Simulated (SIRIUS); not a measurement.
# SiC: 7 runs along one coordinate

System: SiC (P6₃mc, 4 atoms in the cell).
Method: Kohn-Sham DFT of a periodic cell, PBEsol, dojo-sr-pbesol-0.4.1-standard, no spin polarisation (SIRIUS 7.12.0).

The 7 runs differ only in the geometry, by an even scaling of the cell at fixed fractional positions. The structure derives from an entry of the Crystallography Open Database.

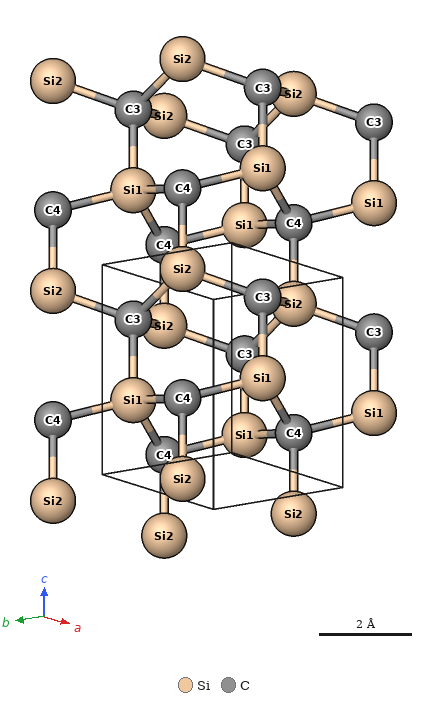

Figure 1. The structure of run 4 (ball-and-stick view of the cell of the calculation, repeated 2 × 2 × 2, seen at an oblique angle; atoms are numbered from 1 in the order of the input). An atom can appear more than once, as a periodic image.

### Input of run 4
```
{
  "control": {
    "processing_unit": "cpu",
    "verbosity": 2,
    "num_bands_to_print": 15,
    "print_forces": true,
    "print_stress": true
  },
  "parameters": {
    "electronic_structure_method": "pseudopotential",
    "xc_functionals": ["XC_GGA_X_PBE_SOL", "XC_GGA_C_PBE_SOL"],
    "gk_cutoff": 9.1,
    "pw_cutoff": 18.2,
    "ngridk": [10, 10, 5],
    "shiftk": [0, 0, 0],
    "smearing": "fermi_dirac",
    "smearing_width": 0.0018374661,
    "num_bands": 15,
    "num_mag_dims": 0,
    "num_dft_iter": 100,
    "energy_tol": 1e-08,
    "density_tol": 1e-06
  },
  "iterative_solver": {
    "type": "davidson",
    "min_tolerance": 1e-10
  },
  "mixer": {
    "type": "anderson",
    "beta": 0.7,
    "max_history": 8
  },
  "settings": {
    "tol_ne": 1e-10,
    "pseudo_grid_cutoff": 6.5
  },
  "unit_cell": {
    "lattice_vectors": [
      [5.812797559349, 0.0, 0.0],
      [-2.906398779674, 5.034030353375, 0.0],
      [0.0, 0.0, 9.539337477111]
    ],
    "atom_coordinate_units": "lattice",
    "atom_types": ["Si", "C"],
    "atom_files": {
      "C": "C.json",
      "Si": "Si.json"
    },
    "atoms": {
      "Si": [
        [0.6666666667, 0.3333333333, 0.5],
        [0.3333333333, 0.6666666667, 0.0]
      ],
      "C": [
        [0.6666666667, 0.3333333333, 0.885],
        [0.3333333333, 0.6666666667, 0.385]
      ]
    }
  }
}
```

Command:
```bash
upf_to_json C.upf
upf_to_json Si.upf
OMP_NUM_THREADS=1 sirius.scf --input=sirius.json --output=out.json --task=0
```

Run 5 differs from it as follows:
```diff
-      [5.812797559349, 0.0, 0.0],
-      [-2.906398779674, 5.034030353375, 0.0],
-      [0.0, 0.0, 9.539337477111]
+      [5.851294029303, 0.0, 0.0],
+      [-2.925647014652, 5.06736927432, 0.0],
+      [0.0, 0.0, 9.602513738694]
```

### Results, with one run withheld

| run | volume per atom (Å³) | free energy per atom, from the lowest run given (meV) | pressure (GPa) | gap on the mesh (eV) |
| --- | --- | --- | --- | --- |
| 1 | 9.721 | 30.05 | 15.82 | 2.23 |
| 2 | 9.927 | 13.27 | 10.15 | 2.26 |
| 3 | 10.134 | 3.46 | 5.00 | 2.30 |
| 4 | 10.341 | 0.00 | 0.33 | 2.33 |
| 5 | 10.548 | ? | ? | ? |
| 6 | 10.755 | 9.79 | −7.76 | 2.39 |
| 7 | 10.961 | 22.02 | −11.24 | 2.37 |

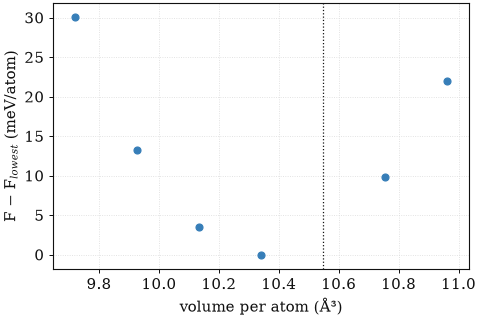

Figure 2. Free energy per atom of the runs given; the dotted line marks run 5.

Fit the runs given and predict run 5.

A cubic polynomial in V^(−2/3) (the Birch–Murnaghan form), fitted to the 6 runs given, misses them by at most 0.02 meV per atom. With x = V^(−2/3) − 0.21136 Å⁻², it reads F = 0.27102 + 669.1 x + 3.6328e+05 x² − 92529 x³ (meV per atom). At run 5 it gives 2.28 meV per atom, and the run itself gives 2.28. The slope of the fit gives a pressure −dF/dV of −3.87 GPa there, and the run prints −3.91 GPa. The fit has its minimum at 10.359 Å³ per atom, where V d²F/dV² gives 221 GPa. Cell shape and fractional positions are held, so this is the stiffness under even scaling; the relaxed bulk modulus wasn't computed. The gap on the mesh lies between 2.23 eV (run 1) and 2.39 eV (run 6); run 5 has 2.36 eV. These are gaps of this functional on this mesh, which can miss the band edges; they aren't the measured gap.

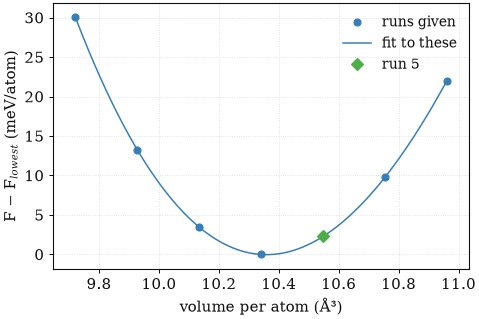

Figure 3. The fit and the withheld run.

### Some lines of the output (run 5)
```
[...]
[find] Total energy                   :     -20.51024411 (Ha),     -41.02048821 (Ry)
[find] Free energy (E-TS)             :     -20.51024411 (Ha),     -41.02048821 (Ry)
[find] band gap (eV)                  :       2.36300353
[find] Efermi                         :       0.38913051
[find] Total energy                   :     -20.51024411 (Ha),     -41.02048823 (Ry)
[find] Free energy (E-TS)             :     -20.51024411 (Ha),     -41.02048823 (Ry)
[find] band gap (eV)                  :       2.36297670
[find] Efermi                         :       0.38912829
[find] Total energy                   :     -20.51024412 (Ha),     -41.02048823 (Ry)
[find] Free energy (E-TS)             :     -20.51024412 (Ha),     -41.02048823 (Ry)
[find] band gap (eV)                  :       2.36298533
[find] Efermi                         :       0.38912818
[find] band gap (eV)                  :       2.36297509
[find] Efermi                         :       0.38912840
```
